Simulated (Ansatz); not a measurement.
# Ga64N64, 128 atoms: one timed run

To be measured: the time of a single point at PBE on Ga64N64.

Program: Ansatz 0.2.0 (single point, PBE, plane waves PAW). Host: AMD EPYC 7R13 (Zen 3), 96 cores, 96 hardware threads, 1656 GiB, 8 × H100 80GB HBM3, 81559 MiB; it was booked for these runs alone, one at a time. Each run is timed once from launch to exit, start-up included.

### 1 What is computed

The cell holds 128 atoms in 1463 Å³, 4×4×2 copies of a database cell, with the atoms displaced at random so that no symmetry is left.

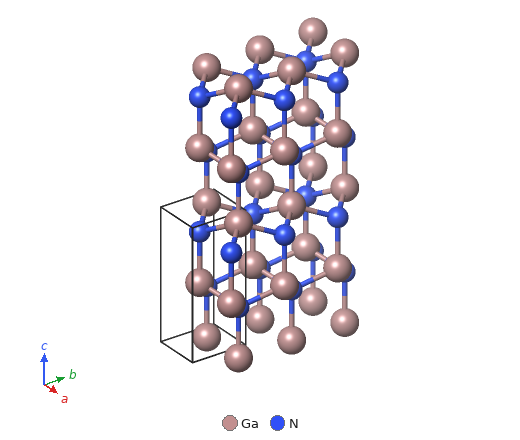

The parent crystal in its cell, ideal positions, seen slightly off an axis (gallium pink, nitrogen blue).

### 2 First run

input.yaml reads:

```yaml
crystal:
  lattice:
    - [12.755720, 0.000000, 0.000000]
    - [-6.377860, 11.046780, 0.000000]
    - [0.000000, 0.000000, 10.384714]
  atoms:
    - { symbol: Ga, position: [0.173999, 0.081255, 0.251063] }
    - { symbol: Ga, position: [0.083793, 0.169286, 0.494141] }
    - { symbol: "N", position: [0.165366, 0.080977, 0.433819] }
    - { symbol: "N", position: [0.080687, 0.165060, 0.186853] }
    - { symbol: Ga, position: [0.163823, 0.084657, 0.747433] }
    - { symbol: Ga, position: [0.073305, 0.170401, 0.998033] }
    - { symbol: "N", position: [0.164336, 0.084175, 0.938844] }
    - { symbol: "N", position: [0.083499, 0.163987, 0.688696] }
    - { symbol: Ga, position: [0.161846, 0.337860, 0.244667] }
    - { symbol: Ga, position: [0.082685, 0.416727, 0.500385] }
    - { symbol: "N", position: [0.165893, 0.334847, 0.423958] }
    - { symbol: "N", position: [0.082600, 0.415759, 0.185787] }
    - { symbol: Ga, position: [0.171059, 0.329863, 0.748721] }
    - { symbol: Ga, position: [0.076538, 0.417115, 0.992762] }
    - { symbol: "N", position: [0.161310, 0.340349, 0.940177] }
    - { symbol: "N", position: [0.082892, 0.416792, 0.681856] }
    - { symbol: Ga, position: [0.162924, 0.584259, 0.240796] }
    - { symbol: Ga, position: [0.083781, 0.660749, 0.499504] }
    - { symbol: "N", position: [0.162721, 0.588491, 0.441418] }
    - { symbol: "N", position: [0.081279, 0.660242, 0.184382] }
    - { symbol: Ga, position: [0.166073, 0.579761, 0.750143] }
    - { symbol: Ga, position: [0.086068, 0.666078, 0.997336] }
    - { symbol: "N", position: [0.168741, 0.581979, 0.940773] }
    - { symbol: "N", position: [0.081907, 0.671400, 0.686362] }
    - { symbol: Ga, position: [0.162881, 0.833232, 0.246564] }
    - { symbol: Ga, position: [0.079933, 0.915856, 0.501975] }
    - { symbol: "N", position: [0.159373, 0.832787, 0.436868] }
    - { symbol: "N", position: [0.082465, 0.918827, 0.182357] }
    - { symbol: Ga, position: [0.168376, 0.832213, 0.749498] }
    - { symbol: Ga, position: [0.082243, 0.915232, 0.997020] }
    - { symbol: "N", position: [0.167604, 0.839665, 0.941635] }
    - { symbol: "N", position: [0.085694, 0.918095, 0.685665] }
    - { symbol: Ga, position: [0.418256, 0.089600, 0.244126] }
    - { symbol: Ga, position: [0.335653, 0.169582, 0.500269] }
    - { symbol: "N", position: [0.418876, 0.087467, 0.446265] }
    - { symbol: "N", position: [0.337214, 0.171673, 0.188946] }
    - { symbol: Ga, position: [0.419055, 0.083652, 0.750415] }
    - { symbol: Ga, position: [0.331643, 0.168612, 1.004945] }
    - { symbol: "N", position: [0.415966, 0.083947, 0.940161] }
    - { symbol: "N", position: [0.333220, 0.169473, 0.688757] }
    - { symbol: Ga, position: [0.412797, 0.329912, 0.252190] }
    - { symbol: Ga, position: [0.335189, 0.420025, 0.500351] }
    - { symbol: "N", position: [0.417182, 0.328212, 0.443237] }
    - { symbol: "N", position: [0.330293, 0.419849, 0.183378] }
    - { symbol: Ga, position: [0.414458, 0.333715, 0.747757] }
    - { symbol: Ga, position: [0.331017, 0.419406, 1.002053] }
    - { symbol: "N", position: [0.417823, 0.332173, 0.934645] }
    - { symbol: "N", position: [0.331739, 0.414927, 0.687759] }
    - { symbol: Ga, position: [0.419018, 0.582725, 0.246383] }
    - { symbol: Ga, position: [0.331310, 0.670648, 0.500098] }
    - { symbol: "N", position: [0.417347, 0.584162, 0.440191] }
    - { symbol: "N", position: [0.333722, 0.670336, 0.191057] }
    - { symbol: Ga, position: [0.407697, 0.582867, 0.760923] }
    - { symbol: Ga, position: [0.329263, 0.667041, 1.003695] }
    - { symbol: "N", position: [0.416646, 0.587528, 0.933044] }
    - { symbol: "N", position: [0.329375, 0.666059, 0.685087] }
    - { symbol: Ga, position: [0.413274, 0.835116, 0.250577] }
    - { symbol: Ga, position: [0.333359, 0.915388, 0.500557] }
    - { symbol: "N", position: [0.416285, 0.831037, 0.439934] }
    - { symbol: "N", position: [0.334498, 0.916921, 0.190637] }
    - { symbol: Ga, position: [0.413192, 0.832878, 0.747519] }
    - { symbol: Ga, position: [0.337514, 0.918263, 1.007696] }
    - { symbol: "N", position: [0.421598, 0.832170, 0.933741] }
    - { symbol: "N", position: [0.334851, 0.915779, 0.687349] }
    - { symbol: Ga, position: [0.663337, 0.085218, 0.250258] }
    - { symbol: Ga, position: [0.584597, 0.167640, 0.496063] }
    - { symbol: "N", position: [0.659645, 0.082482, 0.435510] }
    - { symbol: "N", position: [0.581674, 0.169677, 0.187574] }
    - { symbol: Ga, position: [0.671401, 0.083903, 0.752191] }
    - { symbol: Ga, position: [0.584924, 0.169193, 0.994694] }
    - { symbol: "N", position: [0.670086, 0.083672, 0.934197] }
    - { symbol: "N", position: [0.585258, 0.167751, 0.692917] }
    - { symbol: Ga, position: [0.668961, 0.334480, 0.243254] }
    - { symbol: Ga, position: [0.588590, 0.421329, 0.502531] }
    - { symbol: "N", position: [0.668113, 0.337151, 0.434617] }
    - { symbol: "N", position: [0.585533, 0.416737, 0.184097] }
    - { symbol: Ga, position: [0.667820, 0.334440, 0.756106] }
    - { symbol: Ga, position: [0.586293, 0.411640, 0.991983] }
    - { symbol: "N", position: [0.666420, 0.332677, 0.934352] }
    - { symbol: "N", position: [0.578760, 0.416057, 0.683499] }
    - { symbol: Ga, position: [0.664498, 0.586037, 0.250461] }
    - { symbol: Ga, position: [0.580967, 0.663142, 0.498820] }
    - { symbol: "N", position: [0.672103, 0.581743, 0.444625] }
    - { symbol: "N", position: [0.580864, 0.666007, 0.190634] }
    - { symbol: Ga, position: [0.664243, 0.583504, 0.744324] }
    - { symbol: Ga, position: [0.585409, 0.670298, 0.997038] }
    - { symbol: "N", position: [0.667249, 0.582051, 0.929644] }
    - { symbol: "N", position: [0.591940, 0.668638, 0.691141] }
    - { symbol: Ga, position: [0.667882, 0.833876, 0.258672] }
    - { symbol: Ga, position: [0.577605, 0.915684, 0.497922] }
    - { symbol: "N", position: [0.666013, 0.835514, 0.435176] }
    - { symbol: "N", position: [0.579168, 0.913124, 0.189717] }
    - { symbol: Ga, position: [0.669649, 0.835866, 0.755692] }
    - { symbol: Ga, position: [0.581704, 0.919778, 1.002180] }
    - { symbol: "N", position: [0.666145, 0.830972, 0.941340] }
    - { symbol: "N", position: [0.581195, 0.915742, 0.684206] }
    - { symbol: Ga, position: [0.922144, 0.083166, 0.247613] }
    - { symbol: Ga, position: [0.832552, 0.165953, 0.499882] }
    - { symbol: "N", position: [0.911310, 0.079685, 0.439906] }
    - { symbol: "N", position: [0.836727, 0.163491, 0.188390] }
    - { symbol: Ga, position: [0.914855, 0.076193, 0.748337] }
    - { symbol: Ga, position: [0.829925, 0.169397, 0.998725] }
    - { symbol: "N", position: [0.916540, 0.078738, 0.938507] }
    - { symbol: "N", position: [0.827219, 0.167350, 0.693259] }
    - { symbol: Ga, position: [0.912858, 0.336002, 0.254954] }
    - { symbol: Ga, position: [0.832699, 0.420162, 0.499856] }
    - { symbol: "N", position: [0.915113, 0.327023, 0.433795] }
    - { symbol: "N", position: [0.828663, 0.424135, 0.188950] }
    - { symbol: Ga, position: [0.916116, 0.329086, 0.756173] }
    - { symbol: Ga, position: [0.829681, 0.421322, 1.003722] }
    - { symbol: "N", position: [0.916890, 0.331253, 0.937773] }
    - { symbol: "N", position: [0.829170, 0.418702, 0.694449] }
    - { symbol: Ga, position: [0.919463, 0.586622, 0.246842] }
    - { symbol: Ga, position: [0.834294, 0.663448, 0.497798] }
    - { symbol: "N", position: [0.918950, 0.591191, 0.438228] }
    - { symbol: "N", position: [0.833441, 0.660717, 0.188629] }
    - { symbol: Ga, position: [0.913806, 0.578923, 0.743794] }
    - { symbol: Ga, position: [0.833776, 0.665410, 1.002156] }
    - { symbol: "N", position: [0.915926, 0.583320, 0.943614] }
    - { symbol: "N", position: [0.835858, 0.669076, 0.693651] }
    - { symbol: Ga, position: [0.917351, 0.830215, 0.246464] }
    - { symbol: Ga, position: [0.828416, 0.917775, 0.497978] }
    - { symbol: "N", position: [0.918272, 0.835956, 0.434818] }
    - { symbol: "N", position: [0.833911, 0.920662, 0.188279] }
    - { symbol: Ga, position: [0.919598, 0.832715, 0.745868] }
    - { symbol: Ga, position: [0.832605, 0.910731, 1.002281] }
    - { symbol: "N", position: [0.915038, 0.837569, 0.933192] }
    - { symbol: "N", position: [0.833730, 0.917744, 0.687172] }
kpoints:
  mp_grid: { grid: [1, 1, 1] }
hamiltonian:
  xc: pbe
  pseudopotentials: { azcp: { folder: soft_1 } }
scf:
  occupations: { method: fixed }
output: { forces: true }
```

Command:

```console
> ansatz run input.yaml --backend cuda --devices 1 --events-out ev --progress --plain --runs-dir out
```

Output (excerpt; [...] marks lines left out):

```text
GPUs: using 1 of 8 available (devices: 1); idle: GPUs 1, 2, 3, 4, 5, 6, 7 (numbered from 0).
[...]
Pseudopotentials: kind: paw
Pseudopotential: Ga, paw, valence charge 13, recommended cutoff 420 eV (normal), <dir>
Pseudopotential: N, paw, valence charge 5, recommended cutoff 420 eV (normal), <dir>
Functional definition: PBE
[...]
device memory: the entry about to start is reckoned to put 4.9 GiB on a device that reports 78.6 GiB free
GPU FFT provider: cuFFT
GPU libraries: cuBLAS 13.8.2, cuFFT 12.4.0, cuSOLVER 12.3.4
Crystal: 128 atoms, lattice volume = 1463.306 Å³
Basis set: ecut = 420 eV, 28619 PW (Γ), exchange–correlation on 180×180×144 points (8 copies of the dense FFT grid, shifted against one another)
Bands: 704, of which v1, the nominal top of the filled ones, is band 576 counted from 1 (575 counted from 0)
Symmetry: 1 space group operations
Space group: P1 (ITA 1), of the structure as read, at distance tolerance 1.1e-4 Å
k-points: 1
[...]
GPU buffer pool allocated for 583200 grid points (all kernels)
GPU transforms: local potential and band sums: pruned to the plane-wave sphere, on 90×90×72
[...]
SCF iter   1: F=—  HF=-266784.142942 eV  |F-HF|=—  |Δ(HF+E_count)|=         —  Δρ=1.14e-1  dr2=1.69e2  ethr=3.10e-3  ⟨swp⟩=4.0  Hψ=1824  notcnv=0  defer=119
[...]
SCF iter  11: F=-266738.256020 eV  HF=-266738.256020 eV  |F-HF|=9.83e-8  |Δ(HF+E_count)|=   1.51e-7  Δρ=2.94e-6  dr2=1.12e-7  ethr=8.68e-11  ⟨swp⟩=4.0  Hψ=2108  notcnv=0
[...]
SCF converged after 11 iterations
Free energy (F): -266738.256020 eV
[...]
E sigma→0 (E₀):  -266738.256020 eV
Fermi energy:    9.759338 eV
[...]
--- Forces (eV/Å), atoms counted from 1 ---
  atom   1  Ga    -1.90154596     0.33272079    -0.54363742
  atom   2  Ga     0.08269934    -0.42671654     0.03328235
  atom   3  N      0.08907713     0.61868747     0.77033605
  atom   4  N      1.40203490     0.80552693    -0.03199474
  atom   5  Ga     1.47050122    -0.47503275     0.86935488
  atom   6  Ga     2.10531958    -0.15494956     0.49557795
  atom   7  N     -0.12907539     0.50713702     0.00663018
  atom   8  N     -1.08485111     0.73936181    -0.96655755
[...]
```

Wall time 2.4 s, CPU time 8 s, peak memory 1.3 GiB, 4.7 GiB on the fullest card, 11 SCF iterations in all (1 GPU, 48 threads).

Size of the job: 1 k-point, 28619 plane waves, 704 bands, 1152 valence electrons, 1 symmetry operation.

Where the time went (the program's own counters):

| phase | seconds | share of the wall time |
| --- | --- | --- |
| diag | 0.31 | 13 % |
| potential | 0.13 | 6 % |
| density | 0.044 | 2 % |
| forces | 0.041 | 2 % |
| mixing | 0.03 | 1 % |

### 3 Results

| quantity | value |
| --- | --- |
| reference | 2.4 s on 1 GPU, 48 threads |

The figures hold for this build, input and host.
